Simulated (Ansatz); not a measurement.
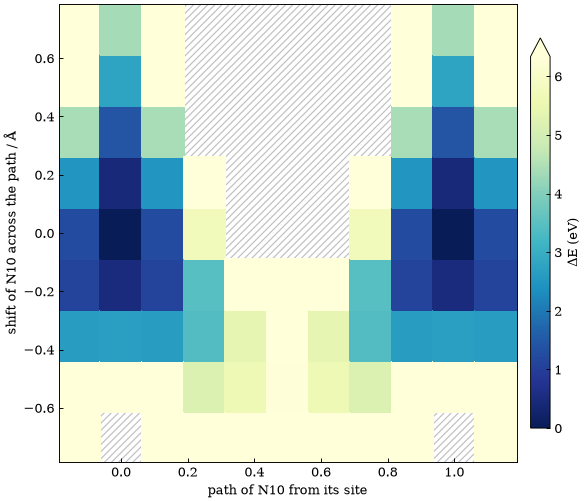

Energy landscape of BN (P6_3mc phase) with one N vacancy (15 atoms in the cell, cell charge +3). An atom moved over a plane that holds its own site and a neighbouring vacancy (x along [1 −1 2], y along [−1 −3 −2], z along [1 0 0] of the conventional cell). First axis: path of N10 from its site (0) to the vacancy (1), 2.523 Å. Second axis: shift of N10 across the path, along the Cartesian direction [1 −1 0]. Nothing is relaxed (all other atoms held at the sites of the perfect crystal). The grid has 11 × 9 points; 31 points were computed and 45 follow by symmetry. At 23 points there is no value (left out of the scan, as a rule where atoms come close). Points are written as (first, second). Energies: eV per cell, counted from the lowest grid point. The cell is charged on a uniform background, without a charge correction. Level of theory: Ansatz 0.2.0, DFT LDA, scalar-relativistic, plane waves, PAW. Settings: cutoff 420 eV, k-mesh 6×6×6, gaussian smearing 0.05 eV, no spin polarisation.

In the figure: one coloured cell a grid point, one colour for all values above the top of the scale, hatched blanks where no value was computed. 

Describe this landscape.

The lowest grid point is at (0.000, 0.000 Å) [nearest 4 B at 1.55 Å]. The same energy is found at (1.000, 0.000 Å) [nearest 4 B at 1.55 Å]. The highest grid point, (−0.125, −0.700 Å) [nearest 1 B at 0.97 Å], lies 14.1 eV above the lowest.

The input of one point:

```yaml
crystal:
  lattice:
    - [-1.2613598139, -2.1847392842, 4.1742962428]
    - [-1.2613598139, -2.1847392842, -4.1742962428]
    - [5.0454392554, 0.0, 0.0]
  atoms:
    - { symbol: B, position: [0.8331929424, 0.8334737243, 0.1666666667] }
    - { symbol: B, position: [0.8331929424, 0.8334737243, 0.6666666667] }
    - { symbol: B, position: [0.3331929424, 0.3334737243, 0.1666666667] }
    - { symbol: B, position: [0.3331929424, 0.3334737243, 0.6666666667] }
    - { symbol: B, position: [0.4165262757, 0.9168070576, 0.8333333333] }
    - { symbol: B, position: [0.4165262757, 0.9168070576, 0.3333333333] }
    - { symbol: B, position: [0.9165262757, 0.4168070576, 0.8333333333] }
    - { symbol: B, position: [0.9165262757, 0.4168070576, 0.3333333333] }
    - { symbol: "N", position: [0.6459737243, 0.0206929424, 0.6666666667] }
    - { symbol: "N", position: [0.1459737243, 0.5206929424, 0.1666666667] }
    - { symbol: "N", position: [0.1459737243, 0.5206929424, 0.6666666667] }
    - { symbol: "N", position: [0.2293070576, 0.1040262757, 0.8333333333] }
    - { symbol: "N", position: [0.2293070576, 0.1040262757, 0.3333333333] }
    - { symbol: "N", position: [0.7293070576, 0.6040262757, 0.8333333333] }
    - { symbol: "N", position: [0.7293070576, 0.6040262757, 0.3333333333] }
total_charge: 3
basis:
  ecutwfc: 420
kpoints:
  mp_grid: { grid: [6, 6, 6] }
hamiltonian:
  xc: lda
  pseudopotentials: { kind: paw, azcp: { folder: soft_1 } }
scf:
  occupations: { method: gaussian, width: 0.05 }
output:
  forces: true
  stress: true
  eigenvalues: true
  write_density: true
  write_potential: true
  elf: true
  volumetric_format: npy
```

Time for the 31 points that were run: 14 min on 4 threads of Arm Neoverse N1, on a shared host.
